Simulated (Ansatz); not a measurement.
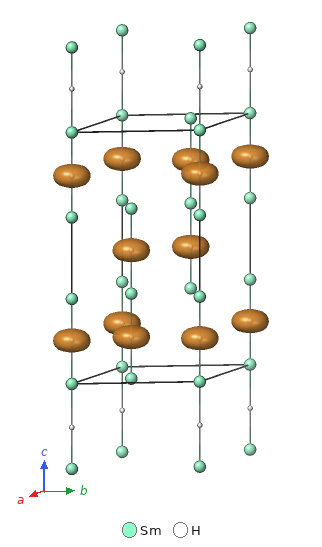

*Sm3H2. Isosurface of the ELF at 0.8 (orange), seen slightly off an axis. Only the valence region is drawn (cores and ρ < 0.01 e/Å³ removed). Sticks mark near contacts.*

Space group R-3m; a structure generated by program, which may or may not match a known phase; computed without spin polarisation; no Hubbard U on the f states and no spin–orbit coupling.

Level of theory: Ansatz, DFT PBE, scalar-relativistic, plane waves, PAW; 4f electrons in the core of a trivalent norm-conserving potential.

In a pseudopotential calculation such maps are meaningful between the atoms, not at the nuclei.

```xyz
15
Lattice="6.1558 0.0000 0.0000 -3.0779 5.3311 0.0000 0.0000 0.0000 12.1292" Properties=species:S:1:pos:R:3 pbc="T T T"
Sm    0.0000    3.5541    0.0564
Sm    0.0000    0.0000    4.0994
Sm    3.0779    1.7770    8.1426
Sm    0.0000    3.5541    3.9866
Sm    0.0000    0.0000    8.0298
Sm    3.0779    1.7770   12.0728
Sm    0.0000    0.0000    0.0000
Sm    3.0779    1.7770    4.0430
Sm    0.0000    3.5541    8.0862
H     3.0779    1.7770    1.9444
H     0.0000    3.5541    5.9876
H     0.0000    0.0000   10.0306
H     0.0000    0.0000    2.0986
H     3.0779    1.7770    6.1416
H     0.0000    3.5541   10.1848
```

Q: Identify the bonds, lone pairs and shells in this picture.

A: At this value the surface marks out six regions around hydrogen nuclei, counted in one cell of 15 atoms. Any copies at cell faces, edges or corners count once.

Values along the shortest contacts:
Sm–H (2.00 Å): the ELF climbs to about 1 towards the hydrogen. Sm–H (2.10 Å): the ELF climbs to about 1 towards the hydrogen.

Q: Does the calculation give a band gap?

A: It is gapless in this calculation (a metal or semimetal).
